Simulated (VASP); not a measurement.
# ZnS: geometry relaxation (part 3 of 3)

ZnS (4 atoms in the cell); Kohn-Sham DFT of a periodic cell, BLYP with D3, VASP PAW PBE potentials, recommended, no spin polarisation (VASP 6.6.1); cutoff 600 eV, 8×8×5 k-mesh, fermi-dirac of 0.05 eV. The structure derives from an entry of the Crystallography Open Database.

Geometry of the input (Å; fractional positions):
```
3.8110  0.0000  0.0000
-1.9055  3.3004  0.0000
0.0000  0.0000  6.2340
Zn 0.6667  0.3333  0.5000
Zn 0.3333  0.6667  0.0000
S  0.6667  0.3333  0.8850
S  0.3333  0.6667  0.3850
```

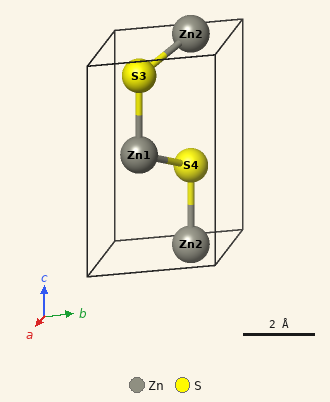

The geometry at step 4 of the log (ball-and-stick view of the cell of the calculation, seen slightly off an axis; atoms are numbered from 1 in the order of the input).

Parts of OUTCAR, continued
```
 Edisp (eV)   -2.10126

 E8    (eV) :    -1.4579

  FORCE on cell =-STRESS in cart. coord.  units (eV):
  Direction    XX          YY          ZZ          XY          YZ          ZX
  --------------------------------------------------------------------------------------
  -------------------------------------------------------------------------------------
  Total      -0.00205    -0.00205    -0.00729     0.00000    -0.00000     0.00000
  in kB      -0.04144    -0.04144    -0.14728     0.00000    -0.00000     0.00000
  external pressure =       -0.08 kB  Pullay stress =        0.00 kB

 VOLUME and BASIS-vectors are now :
 -----------------------------------------------------------------------------
  energy-cutoff  :      600.00
  volume of cell :       79.25
      direct lattice vectors                 reciprocal lattice vectors
     3.818450432  0.000000000  0.000000000     0.261886338  0.151200148 -0.000000000
    -1.909225216  3.306875077  0.000000000     0.000000000  0.302400295 -0.000000000
     0.000000000  0.000000000  6.276317063     0.000000000 -0.000000000  0.159329108

 POSITION                                       TOTAL-FORCE (eV/Angst)
 -----------------------------------------------------------------------------------
      1.90923      1.10229      3.17282         0.000000      0.000000      0.019400
     -0.00000      2.20458      0.03466         0.000000      0.000000      0.019400
      1.90923      1.10229      5.51988        -0.000000     -0.000000     -0.019400
     -0.00000      2.20458      2.38172        -0.000000     -0.000000     -0.019400
 -----------------------------------------------------------------------------------
    total drift:                               -0.000000      0.000000     -0.000187

  FREE ENERGIE OF THE ION-ELECTRON SYSTEM (eV)
  ---------------------------------------------------
  free  energy   TOTEN  =       -13.6573657486 eV

  energy  without entropy=      -13.6573657486  energy(sigma->0) =      -13.65736575

--------------------------------------- Ionic step        7  -------------------------------------------

 number of electron      36.0000013 magnetization

------------------------ aborting loop because EDIFF is reached ----------------------------------------

 Edisp (eV)   -2.10089

 E8    (eV) :    -1.4575

  FORCE on cell =-STRESS in cart. coord.  units (eV):
  Direction    XX          YY          ZZ          XY          YZ          ZX
  --------------------------------------------------------------------------------------
  -------------------------------------------------------------------------------------
  Total      -0.00046    -0.00046    -0.05573     0.00000     0.00000     0.00000
  in kB      -0.00923    -0.00923    -1.12646     0.00000     0.00000     0.00000
  external pressure =       -0.38 kB  Pullay stress =        0.00 kB

 VOLUME and BASIS-vectors are now :
 -----------------------------------------------------------------------------
  energy-cutoff  :      600.00
  volume of cell :       79.26
      direct lattice vectors                 reciprocal lattice vectors
     3.817817181  0.000000000  0.000000000     0.261929776  0.151225227 -0.000000000
    -1.908908590  3.306326666  0.000000000     0.000000000  0.302450454 -0.000000000
     0.000000000  0.000000000  6.279312257     0.000000000 -0.000000000  0.159253109

 POSITION                                       TOTAL-FORCE (eV/Angst)
 -----------------------------------------------------------------------------------
      1.90891      1.10211      3.17459         0.000000      0.000000      0.021037
     -0.00000      2.20422      0.03493         0.000000      0.000000      0.021037
      1.90891      1.10211      5.52226        -0.000000     -0.000000     -0.021037
     -0.00000      2.20422      2.38261        -0.000000     -0.000000     -0.021037
 -----------------------------------------------------------------------------------
    total drift:                               -0.000000      0.000000     -0.000563

  FREE ENERGIE OF THE ION-ELECTRON SYSTEM (eV)
  ---------------------------------------------------
  free  energy   TOTEN  =       -13.6573717282 eV

  energy  without entropy=      -13.6573717282  energy(sigma->0) =      -13.65737173

--------------------------------------- Ionic step        8  -------------------------------------------

 number of electron      36.0000013 magnetization

------------------------ aborting loop because EDIFF is reached ----------------------------------------

 Edisp (eV)   -2.10101

 E8    (eV) :    -1.4576

  FORCE on cell =-STRESS in cart. coord.  units (eV):
  Direction    XX          YY          ZZ          XY          YZ          ZX
  --------------------------------------------------------------------------------------
  -------------------------------------------------------------------------------------
  Total       0.00356     0.00356    -0.03563     0.00000    -0.00000     0.00000
  in kB       0.07193     0.07193    -0.72022     0.00000    -0.00000     0.00000
  external pressure =       -0.19 kB  Pullay stress =        0.00 kB

 VOLUME and BASIS-vectors are now :
 -----------------------------------------------------------------------------
  energy-cutoff  :      600.00
  volume of cell :       79.26
      direct lattice vectors                 reciprocal lattice vectors
     3.818026695  0.000000000  0.000000000     0.261915403  0.151216928 -0.000000000
    -1.909013348  3.306508110  0.000000000     0.000000000  0.302433857 -0.000000000
     0.000000000  0.000000000  6.278321283     0.000000000 -0.000000000  0.159278246

 POSITION                                       TOTAL-FORCE (eV/Angst)
 -----------------------------------------------------------------------------------
      1.90901      1.10217      3.17400         0.000000      0.000000      0.020374
     -0.00000      2.20434      0.03484         0.000000      0.000000      0.020374
      1.90901      1.10217      5.52147        -0.000000     -0.000000     -0.020374
     -0.00000      2.20434      2.38231        -0.000000     -0.000000     -0.020374
 -----------------------------------------------------------------------------------
    total drift:                               -0.000000      0.000000     -0.000440

  FREE ENERGIE OF THE ION-ELECTRON SYSTEM (eV)
  ---------------------------------------------------
  free  energy   TOTEN  =       -13.6573716978 eV

  energy  without entropy=      -13.6573716977  energy(sigma->0) =      -13.65737170

--------------------------------------- Ionic step        9  -------------------------------------------

 number of electron      36.0000014 magnetization

 Free energy of the ion-electron system (eV)
  ---------------------------------------------------
  ext. energy  EPLUGINS =         0.00000000
  ---------------------------------------------------
  free energy    TOTEN  =       -11.55591904 eV

  energy without entropy =      -11.55591904  energy(sigma->0) =      -11.55591904

 E-fermi :   3.4637     XC(G=0):  -9.0918     alpha+bet : -8.0225

 val. band max:        2.4625481069   @ k =   0.0000   0.0000   0.0000
 cond. band min:       4.6231396348   @ k =   0.0000   0.0000   0.0000
 fundamental gap:      2.1605915279
 Fermi energy:         3.4636608228

 k-point     1 :       0.0000    0.0000    0.0000
  band No.  band energies     occupation
      1     -10.6414      2.00000
      2      -9.7396      2.00000
      3      -3.9714      2.00000
      4      -3.9535      2.00000
      5      -3.9535      2.00000
      6      -3.8722      2.00000
      7      -3.8722      2.00000
      8      -3.5324      2.00000
      9      -3.5324      2.00000
     10      -3.4598      2.00000
     11      -3.4598      2.00000
     12      -3.3013      2.00000
     13      -2.7897      2.00000
     14       1.5956      2.00000
     15       1.5956      2.00000
     16       2.3656      2.00000
     17       2.4625      2.00000
     18       2.4625      2.00000
     19       4.6231      0.00000
     20       5.6004      0.00000
     21       8.8315      0.00000
     22       8.8315      0.00000

 k-point     2 :       0.1250    0.0000    0.0000
  band No.  band energies     occupation
      1     -10.5390      2.00000
      2      -9.6826      2.00000
      3      -3.9616      2.00000
      4      -3.9465      2.00000
      5      -3.9338      2.00000
      6      -3.8594      2.00000
      7      -3.8435      2.00000
      8      -3.5454      2.00000
      9      -3.5328      2.00000
     10      -3.5023      2.00000
     11      -3.4552      2.00000
     12      -3.2683      2.00000
     13      -2.6459      2.00000
     14       0.8375      2.00000
     15       1.3641      2.00000
     16       1.5973      2.00000
     17       2.2348      2.00000
     18       2.3350      2.00000
     19       5.3921      0.00000
     20       6.2688      0.00000
     21       8.4269      0.00000
     22       9.1112      0.00000

 k-point     3 :       0.2500    0.0000    0.0000
  band No.  band energies     occupation
      1     -10.2648      2.00000
      2      -9.5499      2.00000
      3      -3.9541      2.00000
      4      -3.9070      2.00000
      5      -3.8926      2.00000
      6      -3.7999      2.00000
      7      -3.7714      2.00000
      8      -3.5762      2.00000
      9      -3.5378      2.00000
     10      -3.5216      2.00000
     11      -3.4447      2.00000
     12      -3.2194      2.00000
     13      -2.3117      2.00000
     14      -0.4396      2.00000
     15       0.2631      2.00000
     16       0.8806      2.00000
     17       1.8260      2.00000
     18       2.0234      2.00000
     19       6.3113      0.00000
     20       6.6260      0.00000
     21       8.4029      0.00000
     22       9.0688      0.00000

 k-point     4 :       0.3750    0.0000    0.0000
  band No.  band energies     occupation
      1      -9.9277      2.00000
      2      -9.4442      2.00000
      3      -3.9337      2.00000
      4      -3.8630      2.00000
      5      -3.8381      2.00000
      6      -3.6973      2.00000
      7      -3.6755      2.00000
      8      -3.6293      2.00000
      9      -3.5182      2.00000
     10      -3.4900      2.00000
     11      -3.4317      2.00000
     12      -3.1481      2.00000
     13      -2.2442      2.00000
     14      -1.1840      2.00000
     15      -0.7417      2.00000
     16       0.4586      2.00000
     17       1.2120      2.00000
     18       1.7226      2.00000
     19       6.3324      0.00000
     20       6.6628      0.00000
     21       7.9596      0.00000
     22       9.3844      0.00000

 k-point     5 :       0.5000    0.0000    0.0000
  band No.  band energies     occupation
      1      -9.7441      2.00000
      2      -9.4319      2.00000
      3      -3.9286      2.00000
      4      -3.8546      2.00000
      5      -3.7227      2.00000
      6      -3.7178      2.00000
      7      -3.6673      2.00000
      8      -3.6023      2.00000
      9      -3.4695      2.00000
     10      -3.4244      2.00000
     11      -3.3258      2.00000
     12      -3.3142      2.00000
     13      -2.3359      2.00000
     14      -1.6207      2.00000
     15      -0.7339      2.00000
     16       0.2947      2.00000
     17       0.8227      2.00000
     18       1.6020      2.00000
     19       6.2198      0.00000
     20       6.6886      0.00000
     21       7.6819      0.00000
     22       9.4393      0.00000

 [... the levels of 18 k-points are left out ...]

 k-point    24 :       0.3750    0.0000    0.4000
  band No.  band energies     occupation
      1      -9.7612      2.00000
      2      -9.6112      2.00000
      3      -3.9484      2.00000
      4      -3.9098      2.00000
      5      -3.8077      2.00000
      6      -3.7559      2.00000
      7      -3.7076      2.00000
      8      -3.6925      2.00000
      9      -3.4752      2.00000
     10      -3.4581      2.00000
     11      -3.4487      2.00000
     12      -3.3643      2.00000
     13      -2.0012      2.00000
     14      -1.6502      2.00000
     15       0.3581      2.00000
     16       0.8546      2.00000
     17       1.1135      2.00000
     18       1.2391      2.00000
     19       6.0312      0.00000
     20       6.5059      0.00000
     21       7.8837      0.00000
     22       8.2839      0.00000

 [... further k-points ...]

------------------------ aborting loop because EDIFF is reached ----------------------------------------

 Edisp (eV)   -2.10152

 E8    (eV) :    -1.4579

  FORCE on cell =-STRESS in cart. coord.  units (eV):
  Direction    XX          YY          ZZ          XY          YZ          ZX
  --------------------------------------------------------------------------------------
  -------------------------------------------------------------------------------------
  Total       0.00470     0.00470    -0.00663     0.00000    -0.00000     0.00000
  in kB       0.09505     0.09505    -0.13403     0.00000    -0.00000     0.00000
  external pressure =        0.02 kB  Pullay stress =        0.00 kB

 VOLUME and BASIS-vectors are now :
 -----------------------------------------------------------------------------
  energy-cutoff  :      600.00
  volume of cell :       79.25
      direct lattice vectors                 reciprocal lattice vectors
     3.817317529  0.000000000  0.000000000     0.261964060  0.151245021 -0.000000000
    -1.908658764  3.305893954 -0.000000000     0.000000000  0.302490042 -0.000000000
     0.000000000  0.000000000  6.279580871    -0.000000000 -0.000000000  0.159246297

 POSITION                                       TOTAL-FORCE (eV/Angst)
 -----------------------------------------------------------------------------------
      1.90866      1.10196      3.17609         0.000000      0.000000      0.006092
     -0.00000      2.20393      0.03630         0.000000      0.000000      0.006092
      1.90866      1.10196      5.52113        -0.000000     -0.000000     -0.006092
     -0.00000      2.20393      2.38134        -0.000000     -0.000000     -0.006092
 -----------------------------------------------------------------------------------
    total drift:                                0.000000      0.000000      0.001060

  FREE ENERGIE OF THE ION-ELECTRON SYSTEM (eV)
  ---------------------------------------------------
  free  energy   TOTEN  =       -13.6574419951 eV

  energy  without entropy=      -13.6574419950  energy(sigma->0) =      -13.65744200

 reached required accuracy - stopping structural energy minimisation
```

CONTCAR
```
ZnS
   1.00000000000000
     3.8173175289360457    0.0000000000000000    0.0000000000000000
    -1.9086587644680229    3.3058939543476593   -0.0000000000000000
     0.0000000000000000    0.0000000000000000    6.2795808709602570
  Zn              S
     2     2
Direct
     0.6666666667000030    0.3333333332999970    0.5057802604283700
     0.3333333332999970    0.6666666667000030    0.0057802604283701
     0.6666666667000030    0.3333333332999970    0.8792197395716280
     0.3333333332999970    0.6666666667000030    0.3792197395716280

  0.00000000E+00  0.00000000E+00  0.00000000E+00
  0.00000000E+00  0.00000000E+00  0.00000000E+00
  0.00000000E+00  0.00000000E+00  0.00000000E+00
  0.00000000E+00  0.00000000E+00  0.00000000E+00
```

Trajectory as extended XYZ (Å, eV, eV/Å), 9 frames, from step=0 to step=8
```
4
Lattice="3.8110 0.0000 0.0000 -1.9055 3.3004 0.0000 0.0000 0.0000 6.2340" Properties=species:S:1:pos:R:3:forces:R:3 step=0 energy=-13.62986
Zn    1.9055    1.1001    3.1170    0.0000   0.0000   0.3492
Zn    0.0000    2.2003    0.0000    0.0000   0.0000   0.3492
S     1.9055    1.1001    5.5171    0.0000   0.0000  -0.3492
S     0.0000    2.2003    2.4001    0.0000   0.0000  -0.3492
4
Lattice="3.8503 0.0000 0.0000 -1.9251 3.3345 0.0000 0.0000 0.0000 6.2293" Properties=species:S:1:pos:R:3:forces:R:3 step=1 energy=-13.64859
Zn    1.9251    1.1115    3.1315    0.0000   0.0000   0.1066
Zn    0.0000    2.2230    0.0168    0.0000   0.0000   0.1066
S     1.9251    1.1115    5.4961    0.0000   0.0000  -0.1066
S     0.0000    2.2230    2.3814    0.0000   0.0000  -0.1066
4
Lattice="3.8477 0.0000 0.0000 -1.9238 3.3322 0.0000 0.0000 0.0000 6.2296" Properties=species:S:1:pos:R:3:forces:R:3 step=2 energy=-13.64870
Zn    1.9238    1.1107    3.1305    0.0000   0.0000   0.1234
Zn    0.0000    2.2215    0.0157    0.0000   0.0000   0.1234
S     1.9238    1.1107    5.4975    0.0000   0.0000  -0.1234
S     0.0000    2.2215    2.3827    0.0000   0.0000  -0.1234
4
Lattice="3.8355 0.0000 0.0000 -1.9177 3.3216 0.0000 0.0000 0.0000 6.2297" Properties=species:S:1:pos:R:3:forces:R:3 step=3 energy=-13.65389
Zn    1.9177    1.1072    3.1399    0.0000   0.0000   0.0456
Zn    0.0000    2.2144    0.0250    0.0000   0.0000   0.0456
S     1.9177    1.1072    5.4883    0.0000   0.0000  -0.0456
S     0.0000    2.2144    2.3734    0.0000   0.0000  -0.0456
4
Lattice="3.8283 0.0000 0.0000 -1.9141 3.3154 0.0000 0.0000 0.0000 6.2298" Properties=species:S:1:pos:R:3:forces:R:3 step=4 energy=-13.65498
Zn    1.9141    1.1051    3.1454    0.0000   0.0000  -0.0037
Zn    0.0000    2.2103    0.0305    0.0000   0.0000  -0.0037
S     1.9141    1.1051    5.4829    0.0000   0.0000   0.0037
S     0.0000    2.2103    2.3680    0.0000   0.0000   0.0037
4
Lattice="3.8185 0.0000 0.0000 -1.9092 3.3069 0.0000 0.0000 0.0000 6.2763" Properties=species:S:1:pos:R:3:forces:R:3 step=5 energy=-13.65737
Zn    1.9092    1.1023    3.1728    0.0000   0.0000   0.0194
Zn    0.0000    2.2046    0.0347    0.0000   0.0000   0.0194
S     1.9092    1.1023    5.5199    0.0000   0.0000  -0.0194
S     0.0000    2.2046    2.3817    0.0000   0.0000  -0.0194
4
Lattice="3.8178 0.0000 0.0000 -1.9089 3.3063 0.0000 0.0000 0.0000 6.2793" Properties=species:S:1:pos:R:3:forces:R:3 step=6 energy=-13.65737
Zn    1.9089    1.1021    3.1746    0.0000   0.0000   0.0210
Zn    0.0000    2.2042    0.0349    0.0000   0.0000   0.0210
S     1.9089    1.1021    5.5223    0.0000   0.0000  -0.0210
S     0.0000    2.2042    2.3826    0.0000   0.0000  -0.0210
4
Lattice="3.8180 0.0000 0.0000 -1.9090 3.3065 0.0000 0.0000 0.0000 6.2783" Properties=species:S:1:pos:R:3:forces:R:3 step=7 energy=-13.65737
Zn    1.9090    1.1022    3.1740    0.0000   0.0000   0.0204
Zn    0.0000    2.2043    0.0348    0.0000   0.0000   0.0204
S     1.9090    1.1022    5.5215    0.0000   0.0000  -0.0204
S     0.0000    2.2043    2.3823    0.0000   0.0000  -0.0204
4
Lattice="3.8173 0.0000 0.0000 -1.9087 3.3059 -0.0000 0.0000 0.0000 6.2796" Properties=species:S:1:pos:R:3:forces:R:3 step=8 energy=-13.65744
Zn    1.9087    1.1020    3.1761    0.0000   0.0000   0.0061
Zn    0.0000    2.2039    0.0363    0.0000   0.0000   0.0061
S     1.9087    1.1020    5.5211    0.0000   0.0000  -0.0061
S     0.0000    2.2039    2.3813    0.0000   0.0000  -0.0061
```

Results in brief

- outcome: converged
- space group (tolerance 0.01 Å): P6₃mc (186)
- electrons treated: 36
- free energy: −13.6574 eV
- dispersion energy: −2.1015 eV
- Fermi energy: 3.464 eV
- gap on the k-point mesh: 2.16 eV
- pressure: 0.00 GPa
- final volume: 79.25 Å³
- largest force (length of the vector) at the end: 0.006 eV/Å
- final cell: a = 3.817 Å, b = 3.817 Å, c = 6.280 Å, α = 90.00°, β = 90.00°, γ = 120.00°
- hardware: 1 thread of Intel Xeon @ 2.50GHz (Skylake/Cascade Lake), 160 GiB of memory available, shared host
- wall time: 13 min
- peak memory: 0.24 GiB
